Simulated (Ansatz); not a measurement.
# A series of single points on W

System: W (Immm, 1 atom in the cell).
Method: DFT r2SCAN, scalar-relativistic, plane waves, PAW, no spin polarisation (Ansatz 0.2.0).

The 7 runs differ only in the geometry, by a strain of the cell at fixed fractional positions. Against run 4, the strain is εxx = −0.93 η and εyy = η. The structure derives from an entry of the Crystallography Open Database.

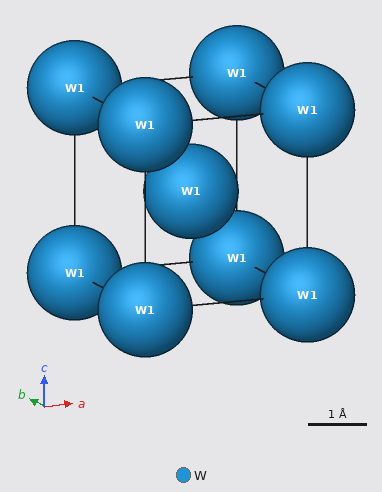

Figure 1. The structure of run 4 (spheres-only view of the cell 2 times as large as that of the calculation, set on its symmetry axes, seen slightly off an axis; atoms are numbered from 1 in the order of the input). An atom can appear more than once, as a periodic image.

### Input of run 4
```yaml
crystal:
  lattice:
    - [-1.65719875, 1.53740125, 1.5973]
    - [1.65719875, -1.53740125, 1.5973]
    - [1.65719875, 1.53740125, -1.5973]
  atoms:
    - { symbol: W, position: [0.0, 0.0, 0.0] }
basis:
  ecutwfc: 500
kpoints:
  mp_grid: { grid: [20, 20, 20] }
hamiltonian:
  xc: r2scan
scf:
  occupations: { method: gaussian, width: 0.15 }
output:
  forces: true
  stress: true
  eigenvalues: true
```

Command:
```bash
ansatz run input.yaml --threads 1 --pin off --max-ram 2560MiB --backend cpu --events-out ev --progress --plain --runs-dir out
```

Run 3 differs from it as follows:
```diff
-    - [-1.65719875, 1.53740125, 1.5973]
-    - [1.65719875, -1.53740125, 1.5973]
-    - [1.65719875, 1.53740125, -1.5973]
+    - [-1.69713125, 1.49746875, 1.5973]
+    - [1.69713125, -1.49746875, 1.5973]
+    - [1.69713125, 1.49746875, -1.5973]
```

### Results, with one run withheld

```tsv
run	strain parameter η (%)	free energy per atom, from the lowest run given (meV)	pressure (GPa)
1	−5.1948	211.48	−1.80
2	−3.8961	155.49	−3.28
3	−2.5974	?	?
4	0.0000	26.26	−6.34
5	1.2987	0.00	−6.95
6	9.0909	61.60	−5.53
7	14.2857	270.41	−0.13
```

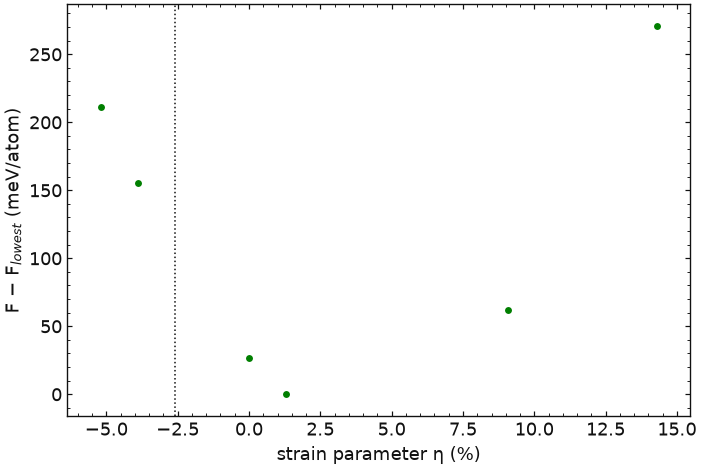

Figure 2. Free energy per atom of the runs given; the dotted line marks run 3.

Fit the runs given and predict run 3.

A cubic polynomial in the coordinate, fitted to the 6 runs given, misses them by at most 3.72 meV per atom. With x = η − 2.5974, it reads F = −10.358 − 6.458 x + 2.7646 x² − 0.013243 x³ (meV per atom). At run 3 it gives 99.65 meV per atom, and the run itself gives 104.92. The fit has its minimum at η = 3.7754 %. The miss comes from the order of the polynomial or from scatter in that run; these data can't tell which.

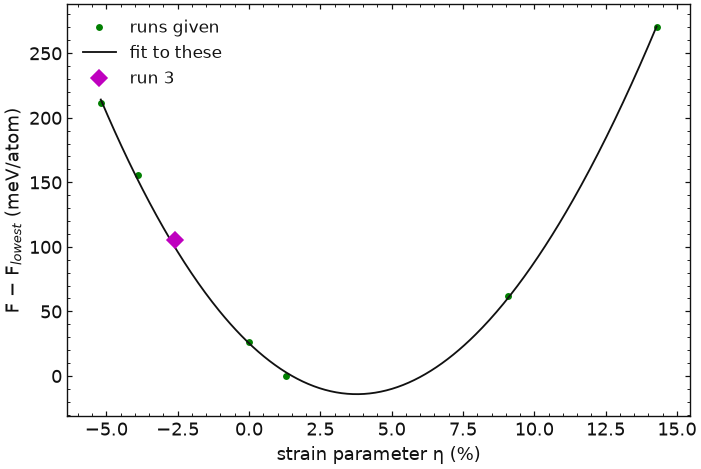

Figure 3. The fit and the withheld run.

### Output, shortened to warnings, some set-up lines, iterations and results (run 3)
```
Basis set: ecut = 500 eV, 399 PW (Γ), exchange–correlation on 96×96×96 points (64 copies of the dense FFT grid, shifted against one another)
Symmetry: 8 space group operations
k-points: 1166 of 8000
Initial density: superposition of atomic densities (neutral atoms: chi_scale 0, normalization atom), corrected by the library's trained network
[...]
SCF iter   1: F=—  HF=-10397.152277 eV  |F-HF|=—  |Δ(HF+E_count)|=         —  Δρ=6.97e-3  dr2=2.51e-3  dr2_τ=4.83e-2  ethr=1.77e-3  ⟨swp⟩=5.0  Hψ=72285  notcnv=0
SCF iter   2: F=—  HF=-10397.168043 eV  |F-HF|=—  |Δ(HF+E_count)|=   1.58e-2  Δρ=4.04e-3  dr2=6.60e-4  dr2_τ=1.32e-4  ethr=1.79e-5  ⟨swp⟩=2.9  Hψ=30740  notcnv=0
SCF iter   3: F=—  HF=-10397.168785 eV  |F-HF|=—  |Δ(HF+E_count)|=   7.42e-4  Δρ=5.79e-4  dr2=1.88e-5  dr2_τ=1.24e-5  ethr=4.72e-6  ⟨swp⟩=2.6  Hψ=19288  notcnv=0
SCF iter   4: F=—  HF=-10397.168791 eV  |F-HF|=—  |Δ(HF+E_count)|=   5.85e-6  Δρ=8.44e-5  dr2=3.42e-7  dr2_τ=4.29e-7  ethr=1.34e-7  ⟨swp⟩=2.6  Hψ=20561  notcnv=0
SCF iter   5: F=-10397.168791 eV  HF=-10397.168791 eV  |F-HF|=1.25e-8  |Δ(HF+E_count)|=   7.30e-8  Δρ=1.96e-5  dr2=1.45e-8  dr2_τ=3.68e-9  ethr=2.44e-9  ⟨swp⟩=2.6  Hψ=20359  …
SCF iter   6: F=-10397.168791 eV  HF=-10397.168791 eV  |F-HF|=2.15e-10  |Δ(HF+E_count)|=   1.44e-8  Δρ=1.85e-6  dr2=1.44e-10  dr2_τ=3.32e-11  ethr=1.04e-10  ⟨swp⟩=2.2  …
SCF 1 converged in 6 iterations: F = -10397.168791 eV  dr2 = 1.44e-10
SCF converged after 6 iterations
Free energy (F): -10397.168791 eV
Harris-Foulkes:  -10397.168791 eV  (|F-HF|=2.15e-10)
Internal energy: -10397.163755 eV  (E = F + TS)
E sigma→0 (E₀):  -10397.166273 eV
Entropy (-TS):   -0.005036 eV (-5.036 meV/atom)
Fermi energy:    21.868207 eV
--- Per-component energies (eV) ---
  E_band       = -104.028798
  E_kinetic    = 449.841277
  E_local      = -616.858798  (includes V_loc(G=0)·N_el)
  E_nonlocal   = 0.966674
  E_hartree    = 220.595811
  E_xc         = -248.773927
  E_vxc        = -259.493669  (∫ρ·V_xc dr)
  E_paw        = -8593.053929  (= ΣΔE_a)
  E_vpaw       = -133.059712  (= ΣTr[D̂ρ^β])
  E_aug_tail   = -0.000053  (compensation charges beyond the density's cutoff)
  E_vtau       = 13.383966  (kinetic-family band-sum trace: ∫τ·v_τ [+ j·A + Jᵃ·Aᵃ] dr)
  E_ewald      = -1609.292862
  E_core_change = -0.587949  (= ΣΔE_core)
  E_smearing   = -0.005036  (= −TS)
  E_closure    = -0.000000  (closes the sum)
  Σ components = -10397.168791   (vs F -10397.168791, Δ=0.00e0)
--- Forces (eV/Å), atoms counted from 1 ---
  atom   1  W      0.00000000    -0.00000000     0.00000000
  max |Σ_I F_I| component: 3.70e-32 eV/Å
--- Stress (GPa, compression-positive) ---
      -21.995759       0.000000       0.000000
        0.000000      15.419339      -0.000000
        0.000000      -0.000000      -6.993466
  P = ⅓ Tr σ = -4.5233 GPa (-45.233 kbar)
```

Notes: Spin–orbit coupling is left out, which matters for W.
